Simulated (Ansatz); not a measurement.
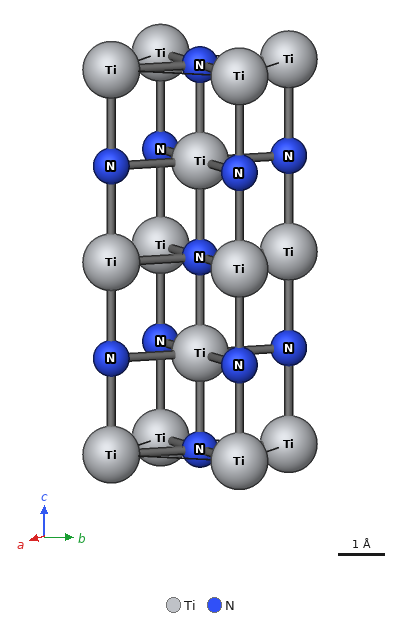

**Figure 1.** The structure (ball-and-stick view of the cell of the calculation, seen slightly off an axis). An atom can appear more than once, as a periodic image. Near neighbours in the periodic cell (some may lie outside the picture): Ti has 6 N at 2.12 Å; N has 6 Ti at 2.12 Å.

# Single-point calculation, with input and output: TiN

TiN (8 atoms in the cell), computed with DFT, PBE, plane waves, PAW, no spin polarisation (Ansatz 0.2.0).

The structure derives from an entry of the Crystallography Open Database.

**Output**
```
Engine: ansatz 0.2.0, aarch64-unknown-linux-gnu
Pseudopotentials: kind: paw
Pseudopotential: Ti, paw, valence charge 12, recommended cutoff 420 eV (normal), Ti.paw.azcp
Pseudopotential: N, paw, valence charge 5, recommended cutoff 420 eV (normal), N.paw.azcp
Functional definition: PBE
  parameter kappa = 0.804
  parameter beta = 0.06672455060314922
  exchange = pbe_x(kappa = kappa, mu = beta*pi^2/3)
  correlation = pbe_c(beta = beta)
Crystal: 8 atoms, lattice volume = 76.595 Å³
Basis set: ecut = 420 eV, 1477 PW (Γ), exchange–correlation on 50×50×144 points (8 copies of the dense FFT grid, shifted against one another)
Bands: 42, of which v1, the nominal top of the filled ones, is band 34 counted from 1 (33 counted from 0)
Symmetry: 64 space group operations
Space group: Fm-3m (ITA 225), of the structure as read, at distance tolerance 4.2e-5 Å
k-points: 264 of 2800
Non-local potential: Ti, projectors of the file, l = 0: 3, l = 1: 2, l = 2: 3, l = 3: 1
Non-local potential: N, projectors of the file, l = 0: 2, l = 1: 2, l = 2: 1
PAW form: soft (Blöchl's): semilocal exchange-correlation on the pseudo side does not see the compensation charge
PAW one-centre angular grid: Ti, 590 points (default); XC on 64 Gauss nodes
PAW one-centre angular grid: N, 110 points (default); XC on 64 Gauss nodes
Initial density: superposition of atomic densities (neutral atoms: chi_scale 0, normalization atom), corrected by the library's trained network
Initial wavefunctions: pseudopotential atomic-orbital guess
Functional: x = pbe(κ = 0.804, μ = 0.2195149727645171), c = pbe(β = 0.06672455060314922)
SCF iter   1: F=—  HF=-11548.451344 eV  |F-HF|=—  |Δ(HF+E_count)|=         —  Δρ=1.63e-3  dr2=1.14e-3  ethr=1.77e-3  ⟨swp⟩=4.0  Hψ=40332  notcnv=0
preconditioner: auto → Kerker (q_TF=auto, 2.675 Å⁻¹)  [metal: Δε(μ)=0.005 eV  Ē_g=8.367 eV  σ=0.150 eV  W_gap=0.02  n_scr=26 (ndim 8)  ℏωp=25.5 eV  f_vac=0.000  D(μ)=3.31/eV (n_scr^D=26)]
SCF iter   2: F=—  HF=-11548.450720 eV  |F-HF|=—  |Δ(HF+E_count)|=   6.24e-4  Δρ=7.20e-4  dr2=1.31e-4  ethr=1.68e-6  ⟨swp⟩=2.2  Hψ=20671  notcnv=0
SCF iter   3: F=—  HF=-11548.450955 eV  |F-HF|=—  |Δ(HF+E_count)|=   2.35e-4  Δρ=2.03e-4  dr2=9.39e-6  ethr=1.93e-7  ⟨swp⟩=2.2  Hψ=15470  notcnv=0
SCF iter   4: F=—  HF=-11548.451023 eV  |F-HF|=—  |Δ(HF+E_count)|=   6.85e-5  Δρ=2.97e-5  dr2=3.98e-7  ethr=1.38e-8  ⟨swp⟩=2.9  Hψ=20203  notcnv=0
iter 5 did not close the SCF: its close was put off for the readings that it lacked (scf_convergence_deferred on its scf_iter line)
SCF iter   5: F=-11548.451024 eV  HF=-11548.451024 eV  |F-HF|=1.10e-9  |Δ(HF+E_count)|=   3.05e-7  Δρ=5.02e-6  dr2=1.37e-8  ethr=5.86e-10  ⟨swp⟩=2.0  Hψ=14423  notcnv=0
iter 6 met the thresholds in force, and the SCF goes on for the forces or the stress (scf.convergence.dr2_threshold)
SCF iter   6: F=-11548.451024 eV  HF=-11548.451024 eV  |F-HF|=5.46e-12  |Δ(HF+E_count)|=   3.14e-9  Δρ=7.57e-7  dr2=1.72e-10  ethr=2.01e-11  ⟨swp⟩=5.1  Hψ=40467  notcnv=0
SCF iter   7: F=-11548.451024 eV  HF=-11548.451024 eV  |F-HF|=5.46e-12  |Δ(HF+E_count)|=  3.46e-11  Δρ=1.55e-7  dr2=1.02e-11  ethr=1.00e-12  ⟨swp⟩=4.1  Hψ=33784  notcnv=0
SCF 1 converged in 7 iterations: F = -11548.451024 eV  dr2 = 1.02e-11
  greatest PAW one-centre occupation: 0.999 electrons in one spin orbital (limit 2), on the Ti atom at site 3 (counted from 0), in its partial waves of l = 0
```

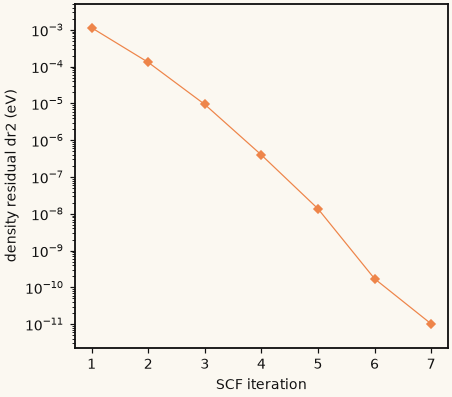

**Figure 2.** Convergence of the self-consistent field: density residual dr2 against the SCF iteration. The residual falls at every step.

```
SCF converged after 7 iterations
Free energy (F): -11548.451024 eV
Harris-Foulkes:  -11548.451024 eV  (|F-HF|=5.46e-12)
Internal energy: -11548.413905 eV  (E = F + TS)
E sigma→0 (E₀):  -11548.432465 eV
Entropy (-TS):   -0.037118 eV (-4.640 meV/atom)
Fermi energy:    17.064759 eV
--- Per-component energies (eV) ---
  E_band       = -372.325776
  E_kinetic    = 1625.381990
  E_local      = -3162.364194  (includes V_loc(G=0)·N_el)
  E_nonlocal   = 205.056968
  E_hartree    = 1259.847716
  E_xc         = -639.091241
  E_vxc        = -805.649158  (∫ρ·V_xc dr)
  E_paw        = -4696.008189  (= ΣΔE_a)
  E_vpaw       = -754.447533  (= ΣTr[D̂ρ^β])
  E_aug_tail   = 0.000869  (compensation charges beyond the density's cutoff)
  E_ewald      = -6141.237826
  E_smearing   = -0.037118  (= −TS)
  E_closure    = 0.000000  (closes the sum)
  Σ components = -11548.451024   (vs F -11548.451024, Δ=0.00e0)
--- Forces (eV/Å), atoms counted from 1 ---
  atom   1  Ti    -0.00000000    -0.00000000     0.00000000
  atom   2  Ti     0.00000000     0.00000000     0.00000000
  atom   3  Ti    -0.00000000    -0.00000000    -0.00000000
  atom   4  Ti     0.00000000     0.00000000     0.00000000
  atom   5  N     -0.00000000     0.00000000     0.00000000
  atom   6  N      0.00000000     0.00000000     0.00000000
  atom   7  N     -0.00000000     0.00000000     0.00000000
  atom   8  N      0.00000000     0.00000000     0.00000000
  max |Σ_I F_I| component: 6.49e-28 eV/Å
--- Stress (GPa, compression-positive) ---
       -0.032283      -0.000000       0.000000
       -0.000000      -0.032283       0.000000
        0.000000       0.000000       0.160378
  P = ⅓ Tr σ = 0.0319 GPa (0.319 kbar)
--- Band table (eV; the first three rows and the last of 264) ---
  k-point 0: bands = ["-40.7761", "-40.7127", "-40.7127", "-40.6493", "-17.2948", "-17.0557", "-17.0557", "-16.9698", "-16.9698", "-16.8681", "-16.8681", "-16.8681", "-16.8681", "-16.7663", "-16.7663", "-16.7656", "-0.0298", "1.0737", "1.0737", "1.3831", "10.9780", "10.9780", "11.2374", "13.8108", "13.8108", "13.8108", "13.8108", "13.8331", "13.8331", "14.0153", "15.0215", "15.0215", "15.0215", "15.0902", "15.0902", "16.4562", "16.4565", "16.4565", "17.6483", "17.6488", "18.1537", "18.1537"]
  k-point 1: bands = ["-40.7745", "-40.7268", "-40.6986", "-40.6509", "-17.2894", "-17.1130", "-16.9959", "-16.9672", "-16.9672", "-16.8907", "-16.8907", "-16.8455", "-16.8455", "-16.7736", "-16.7689", "-16.7689", "0.0034", "0.8787", "1.2280", "1.3877", "10.7560", "11.1872", "11.3586", "13.7590", "13.7590", "13.8251", "13.8251", "13.9043", "13.9043", "14.0398", "14.7106", "14.8315", "14.9201", "14.9201", "15.3628", "16.4166", "16.5945", "16.5945", "17.6604", "17.9248", "18.0376", "18.2721"]
  k-point 2: bands = ["-40.7698", "-40.7402", "-40.6852", "-40.6556", "-17.2732", "-17.1652", "-16.9597", "-16.9597", "-16.9366", "-16.9122", "-16.9122", "-16.8239", "-16.8239", "-16.7969", "-16.7764", "-16.7764", "0.1002", "0.6619", "1.3315", "1.3978", "10.6869", "11.0547", "11.8854", "13.7420", "13.7420", "13.8032", "13.8032", "14.0345", "14.0434", "14.0434", "14.1127", "14.5970", "14.6964", "14.6964", "15.6362", "16.3019", "16.9253", "16.9253", "17.6965", "17.9294", "18.2059", "18.2059"]
  k-point 263: bands = ["-40.6492", "-40.6492", "-40.6492", "-40.6492", "-17.2604", "-17.2604", "-17.2348", "-17.2348", "-17.0318", "-17.0318", "-17.0057", "-17.0057", "-16.9815", "-16.9815", "-16.9770", "-16.9770", "1.5524", "1.5524", "1.6540", "1.6540", "11.2735", "11.2735", "11.3122", "11.3122", "12.2667", "12.2667", "12.4225", "12.4225", "12.5971", "12.5971", "12.8792", "12.8792", "15.6539", "15.6539", "16.2701", "16.2701", "19.0675", "19.0675", "19.2516", "19.2516", "19.4440", "19.4440"]
```

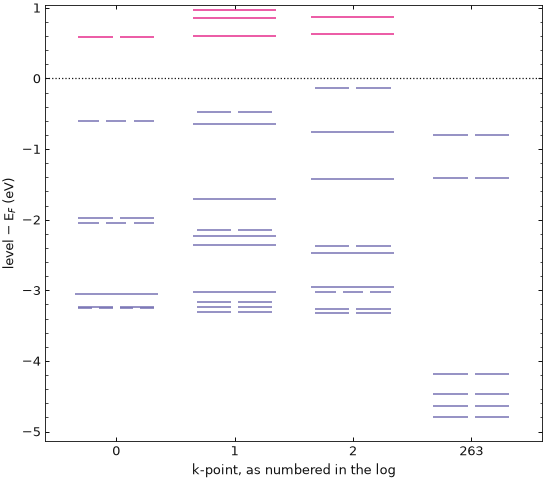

**Figure 3.** Kohn–Sham levels near the Fermi level (dotted) at the few k-points that the log prints; levels within 0.02 eV of each other stand side by side. The system is metallic on the full mesh.

The run was set up as follows.

**The input**
```yaml
crystal:
  lattice:
    - [-2.1234249642, -2.1234249642, 0.0]
    - [2.1234249642, -2.1234249642, 0.0]
    - [0.0, 0.0, 8.4936998568]
  atoms:
    - { symbol: Ti, position: [0.5, 0.5, 0.25] }
    - { symbol: Ti, position: [0.0, 0.0, 0.5] }
    - { symbol: Ti, position: [0.5, 0.5, 0.75] }
    - { symbol: Ti, position: [0.0, 0.0, 0.0] }
    - { symbol: "N", position: [0.0, 0.0, 0.25] }
    - { symbol: "N", position: [0.5, 0.5, 0.5] }
    - { symbol: "N", position: [0.0, 0.0, 0.75] }
    - { symbol: "N", position: [0.5, 0.5, 0.0] }
kpoints:
  mp_grid: { grid: [20, 20, 7] }
hamiltonian:
  xc: pbe
scf:
  occupations: { method: gaussian, width: 0.15 }
  lower_state_search: light
output:
  forces: true
  eigenvalues: true
  stress: true
accuracy: high
```

Launched with:
```bash
ansatz run input.yaml --threads 2 --pin off --max-ram 5120MiB --backend cpu --events-out ev --progress --plain --runs-dir out
```

**Summary**

- outcome: converged
- space group (tolerance 0.01 Å): Fm-3m (225)
- electrons treated: 68
- free energy: −11548.4510 eV
- Fermi energy: 17.065 eV
- gap on the k-point mesh: none (metallic)
- pressure: 0.03 GPa
- largest force (length of the vector): under 0.001 eV/Å
- hardware: 2 threads of Arm Neoverse V2, 24 GiB of memory available, shared host
- wall time: 26 s (CPU time 51 s)
- peak memory: 0.81 GiB

**Notes**

Settings chosen away from the usual ones: accuracy set to high; scf.lower_state_search set to light; basis.ecutwfc removed.
